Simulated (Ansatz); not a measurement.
Run report: GeSi, single-point calculation

System: GeSi (P6₃mc, 4 atoms in the cell).
Method: DFT r2SCAN, scalar-relativistic, plane waves, PAW, no spin polarisation (Ansatz 0.2.0).

The structure derives from a Materials Project entry. It belongs to a series of runs on one base structure; here: strain -0.050 along x and y, +0.050 along z, atoms carried along. Figures and captions count atoms from 1; the log counts them from 0 in places.

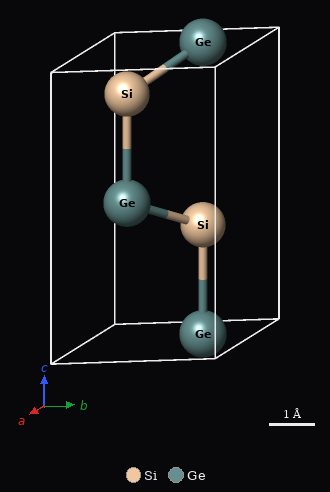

Figure 1. The structure as given in the input (ball-and-stick view of the cell of the calculation, seen slightly off an axis). An atom can appear more than once, as a periodic image. Near neighbours in the periodic cell (some may lie outside the picture): Si has 4 Ge at 2.30 to 2.53 Å; Ge has 4 Si at 2.30 to 2.53 Å.

Summary:

```csv
quantity,value
outcome,converged
space group (tolerance 0.01 Å),P6₃mc (186)
electrons treated,36
free energy,−9883.3761 eV
Fermi energy,8.550 eV
gap on the k-point mesh,0.44 eV
pressure,6.55 GPa
largest force (length of the vector),0.945 eV/Å
hardware,"1 thread of Intel Xeon (Granite Rapids), 32 GiB of memory available, shared host"
wall time,11 s
peak memory,0.57 GiB
```

Input file:
```yaml
crystal:
  lattice:
    - [3.7092287337, 0.0, 0.0]
    - [-1.8546143668, 3.2122863118, 0.0]
    - [0.0, 0.0, 6.77332215]
  atoms:
    - { symbol: Si, position: [0.6666666667, 0.3333333333, 0.874607] }
    - { symbol: Si, position: [0.3333333333, 0.6666666667, 0.374607] }
    - { symbol: Ge, position: [0.6666666667, 0.3333333333, 0.500392] }
    - { symbol: Ge, position: [0.3333333333, 0.6666666667, 0.000392] }
basis:
  ecutwfc: 500
kpoints:
  mp_grid: { grid: [12, 12, 4] }
hamiltonian:
  xc: r2scan
scf:
  occupations: { method: gaussian, width: 0.05 }
output:
  forces: true
  stress: true
  eigenvalues: true
  write_density: true
  write_potential: true
  elf: true
  volumetric_format: npy
```

Run as:
```bash
ansatz run input.yaml --threads 1 --pin off --max-ram 2560MiB --backend cpu --events-out ev --progress --plain --runs-dir out
```

Log:
```
Engine: ansatz 0.2.0, x86_64-unknown-linux-gnu
Pseudopotentials: kind: paw
Pseudopotential: Si, paw, valence charge 4, recommended cutoff 500 eV (meta_gga), Si.paw.azcp
Pseudopotential: Ge, paw, valence charge 14, recommended cutoff 500 eV (meta_gga), Ge.paw.azcp
Functional definition: r2SCAN
  parameter k0 = 0.174
  parameter k1 = 0.065
  parameter a1 = 4.9479
  exchange = r2scan_x(k0 = k0, k1 = k1, a1 = a1)
  correlation = r2scan_c
Crystal: 4 atoms, lattice volume = 80.705 Å³
Basis set: ecut = 500 eV, 2053 PW (Γ), exchange–correlation on 120×120×200 points (64 copies of the dense FFT grid, shifted against one another)
Bands: 22, of which v1, the nominal top of the filled ones, is band 18 counted from 1 (17 counted from 0)
Symmetry: 12 space group operations
Space group: P63mc (ITA 186), of the structure as read, at distance tolerance 4.3e-5 Å
k-points: 57 of 576 (time reversal used)
Non-local potential: Si, projectors of the file, l = 0: 2, l = 1: 2, l = 2: 2
Non-local potential: Ge, projectors of the file, l = 0: 2, l = 1: 2, l = 2: 3, l = 3: 1
PAW form: soft (Blöchl's): semilocal exchange-correlation on the pseudo side does not see the compensation charge
PAW frozen core: Si, regenerated for the run's functional (the file was generated under x = pbe(κ = 0.804, μ = 0.2195149727645171), c = pbe(β = 0.06672455060314922))
PAW frozen core: Ge, regenerated for the run's functional (the file was generated under x = pbe(κ = 0.804, μ = 0.2195149727645171), c = pbe(β = 0.06672455060314922))
PAW one-centre angular grid: Si, 302 points (default); XC on 160 Gauss nodes
PAW one-centre angular grid: Ge, 590 points (default); XC on 160 Gauss nodes
Initial density: superposition of atomic densities (neutral atoms: chi_scale 0, normalization atom), corrected by the library's trained network
Initial wavefunctions: pseudopotential atomic-orbital guess
Functional: x = r2scan, c = r2scan; τ floored in thin density (d = 2e-4 eV/Å³)
SCF iter   1: F=—  HF=-9883.352008 eV  |F-HF|=—  |Δ(HF+E_count)|=         —  Δρ=6.13e-3  dr2=2.98e-2  dr2_τ=2.11e-2  ethr=1.77e-3  ⟨swp⟩=6.1  Hψ=6051  notcnv=0
preconditioner: auto → Resta (q_TF=auto, 2.385 Å⁻¹)  ε∞=4.5  [insulator: Δε(μ)=0.438 eV  Ē_g=8.817 eV  σ=0.050 eV  W_gap=1.00  n_scr=22 (ndim 8)  ℏωp=16.5 eV  f_vac=0.001  D(μ)=0.00/eV (n_scr^D=0)  ε∞_Penn≈4.5]
SCF iter   2: F=—  HF=-9883.377141 eV  |F-HF|=—  |Δ(HF+E_count)|=   2.51e-2  Δρ=2.63e-3  dr2=5.26e-3  dr2_τ=5.30e-5  ethr=8.27e-5  ⟨swp⟩=2.0  Hψ=2966  notcnv=0
SCF iter   3: F=—  HF=-9883.376310 eV  |F-HF|=—  |Δ(HF+E_count)|=   8.31e-4  Δρ=1.62e-3  dr2=1.86e-3  dr2_τ=1.29e-5  ethr=1.46e-5  ⟨swp⟩=2.0  Hψ=2268  notcnv=0
SCF iter   4: F=—  HF=-9883.376097 eV  |F-HF|=—  |Δ(HF+E_count)|=   2.13e-4  Δρ=2.00e-4  dr2=4.13e-5  dr2_τ=2.92e-7  ethr=5.16e-6  ⟨swp⟩=2.0  Hψ=1604  notcnv=0
SCF iter   5: F=—  HF=-9883.376105 eV  |F-HF|=—  |Δ(HF+E_count)|=   7.41e-6  Δρ=5.42e-5  dr2=3.50e-6  dr2_τ=2.64e-8  ethr=1.15e-7  ⟨swp⟩=2.3  Hψ=2182  notcnv=0
SCF iter   6: F=-9883.376106 eV  HF=-9883.376106 eV  |F-HF|=1.96e-8  |Δ(HF+E_count)|=   7.73e-7  Δρ=9.67e-6  dr2=8.59e-8  dr2_τ=2.06e-9  ethr=2.78e-10  ⟨swp⟩=7.6  Hψ=9131  notcnv=0
SCF 1 converged in 6 iterations: F = -9883.376106 eV  dr2 = 8.59e-8
  greatest PAW one-centre occupation: 0.998 electrons in one spin orbital (limit 2), on the Ge atom at site 2 (counted from 0), in its partial waves of l = 2
```

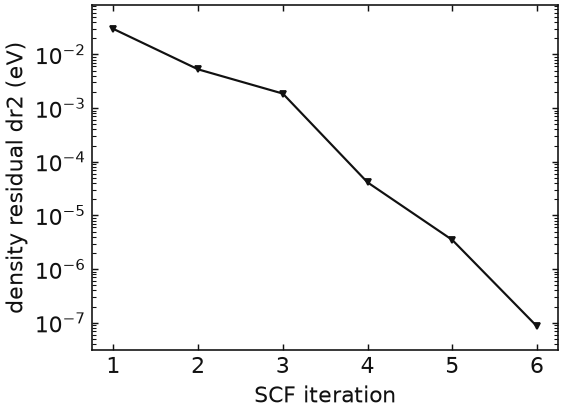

Figure 2. Convergence of the self-consistent field: density residual dr2 against the SCF iteration. The residual falls at every step.

```
SCF converged after 6 iterations
Free energy (F): -9883.376106 eV
Harris-Foulkes:  -9883.376106 eV  (|F-HF|=1.96e-8)
Internal energy: -9883.376106 eV  (E = F + TS)
E sigma→0 (E₀):  -9883.376106 eV
Fermi energy:    8.549836 eV
--- Per-component energies (eV) ---
  E_band       = -302.707073
  E_kinetic    = 307.159955
  E_local      = -5240.237057  (includes V_loc(G=0)·N_el)
  E_nonlocal   = 892.068127
  E_hartree    = 2311.545873
  E_xc         = -243.299302
  E_vxc        = -238.175880  (∫ρ·V_xc dr)
  E_paw        = -5108.220166  (= ΣΔE_a)
  E_vpaw       = -658.215191  (= ΣTr[D̂ρ^β])
  E_aug_tail   = 0.000041  (compensation charges beyond the density's cutoff)
  E_vtau       = 11.612889  (kinetic-family band-sum trace: ∫τ·v_τ [+ j·A + Jᵃ·Aᵃ] dr)
  E_ewald      = -2800.069179
  E_core_change = -2.324397  (= ΣΔE_core)
  E_smearing   = -0.000000  (= −TS)
  E_closure    = 0.000000  (closes the sum)
  Σ components = -9883.376106   (vs F -9883.376106, Δ=0.00e0)
--- Forces (eV/Å), atoms counted from 1 ---
  atom   1  Si     0.00000000     0.00000000    -0.94484412
  atom   2  Si     0.00000000    -0.00000000    -0.94484412
  atom   3  Ge    -0.00000000     0.00000000     0.94487046
  atom   4  Ge     0.00000000    -0.00000000     0.94487046
  max |Σ_I F_I| component: 5.27e-5 eV/Å
--- Stress (GPa, compression-positive) ---
       13.991045      -0.000000       0.000000
       -0.000000      13.991045      -0.000000
        0.000000      -0.000000      -8.319779
  P = ⅓ Tr σ = 6.5541 GPa (65.541 kbar)
--- Band table (eV; the first three rows and the last of 57) ---
  k-point 0: bands = ["-16.9587", "-16.9587", "-16.9567", "-16.9556", "-16.9556", "-16.9549", "-16.9176", "-16.9176", "-16.9150", "-16.9150", "-5.4039", "-3.6651", "0.3864", "7.0927", "7.0927", "7.6152", "8.3295", "8.3295", "8.7663", "10.3975", "11.0862", "11.0862"]
  k-point 1: bands = ["-16.9582", "-16.9582", "-16.9564", "-16.9561", "-16.9561", "-16.9552", "-16.9172", "-16.9172", "-16.9154", "-16.9154", "-5.2311", "-4.0631", "1.1744", "5.3833", "7.2296", "7.2296", "8.0799", "8.0799", "10.5512", "10.8956", "11.3558", "11.3558"]
  k-point 2: bands = ["-16.9572", "-16.9572", "-16.9572", "-16.9572", "-16.9558", "-16.9558", "-16.9163", "-16.9163", "-16.9163", "-16.9163", "-4.7399", "-4.7399", "3.0099", "3.0099", "7.6047", "7.6047", "7.6047", "7.6047", "10.9587", "10.9587", "11.9551", "11.9551"]
  k-point 56: bands = ["-16.9628", "-16.9628", "-16.9523", "-16.9523", "-16.9419", "-16.9419", "-16.9139", "-16.9139", "-16.9130", "-16.9130", "-1.5473", "-1.5473", "-0.0813", "-0.0813", "3.1646", "3.1646", "5.6900", "5.6900", "9.4418", "9.4418", "11.7378", "11.7378"]
```

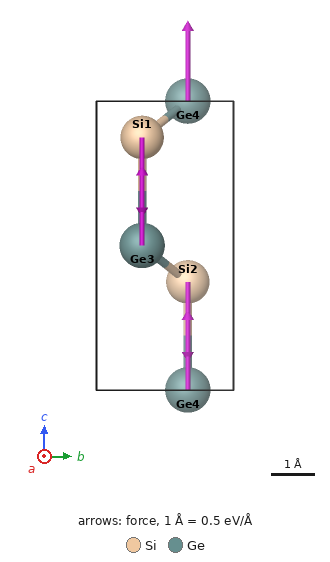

Figure 3. Forces on the atoms as pink arrows (ball-and-stick view of the cell of the calculation, along the a axis; atoms are numbered from 1 in the order of the input). The largest act on Ge3, Ge4 (0.94 eV/Å); Si1, Si2 (0.94 eV/Å). The geometry is not a stationary point of this energy.

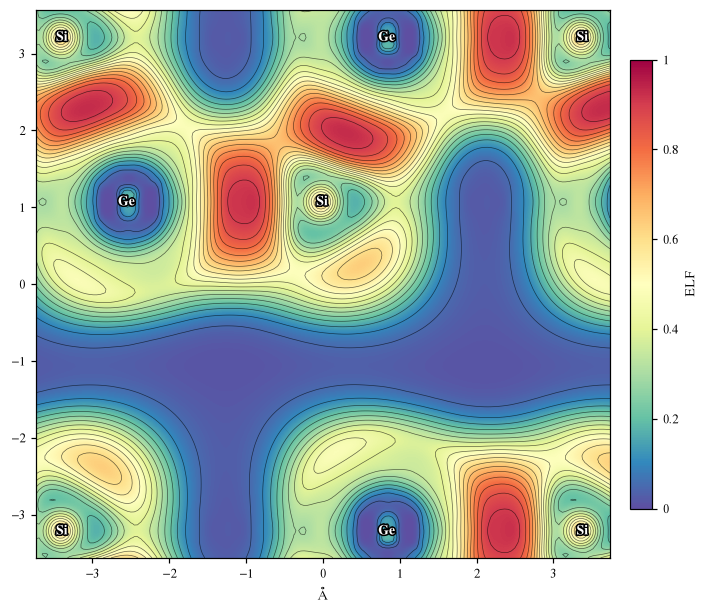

Figure 4. ELF on the (110) plane of the conventional cell. The section cuts through Si and Ge sites. Si–Ge (2.30 Å): the ELF peaks at about 0.95 between the atoms, which marks a covalent bond. Si–Ge (2.53 Å): the ELF is about 0.90 at the midpoint. The fields are those of the smooth PAW valence density.

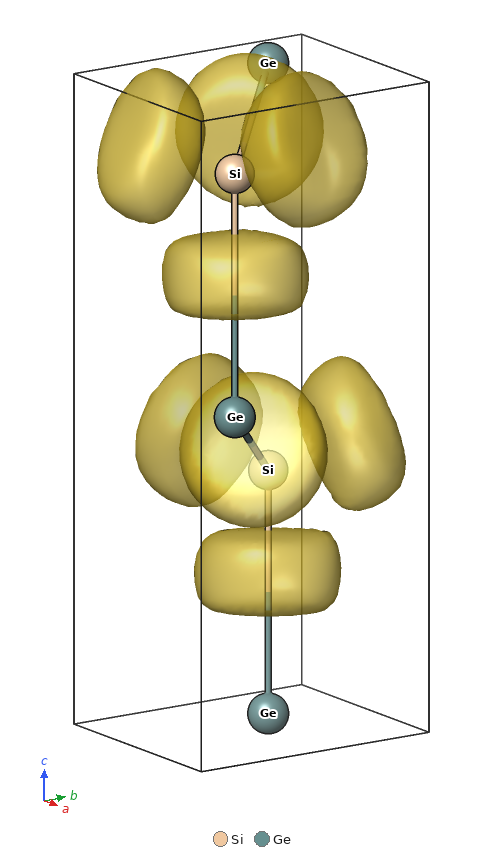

Figure 5. Isosurface of the ELF at 0.7 (yellow), seen slightly off an axis. Only the valence region is drawn (cores and ρ < 0.01 e/Å³ removed). Sticks mark near contacts. The outline is the cell set on symmetry axes. Profiles from the grid: Si–Ge (2.30 Å): the ELF peaks at about 0.95 between the atoms, which marks a shared electron pair. Si–Ge (2.53 Å): the ELF is about 0.90 at the midpoint.
